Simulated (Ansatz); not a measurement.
System: Mo.

```
CELL_PARAMETERS angstrom
-0.19260 0.01028 2.56909
1.43714 -2.19478 -0.11412
1.47529 2.21681 -0.09481
ATOMIC_POSITIONS crystal
Mo 0.50000 0.00000 0.00000
```

Space group P-1; a structure from a database of computed crystals, not necessarily the ambient phase; computed pressure about 2 GPa in this cell; computed without spin polarisation.

These are results of Ansatz 0.2.0, DFT r2SCAN, scalar-relativistic, plane waves, PAW, not measurements.

What will maps of the valence pseudo-density and electron localisation function show?

Answer. Mo–Mo (2.63 Å): the density is about 0.46 e/Å³ at the midpoint; the ELF is about 0.30 at the midpoint.

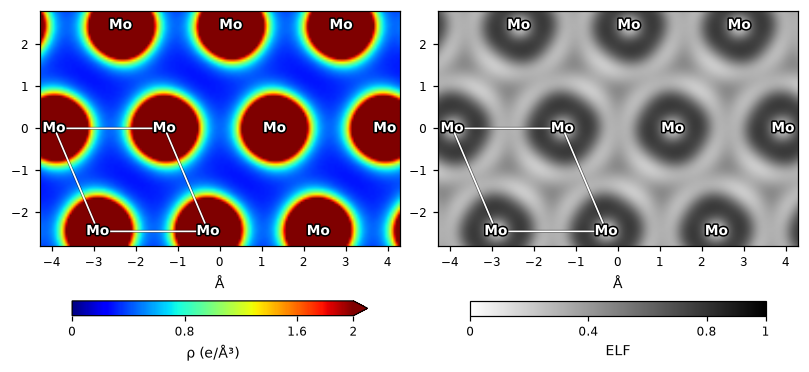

Computed valence pseudo-density and electron localisation function on the (100) plane of the conventional cell, in this order. 

The density is the valence pseudo-density of a PAW calculation; it isn't the true density close to the nuclei.
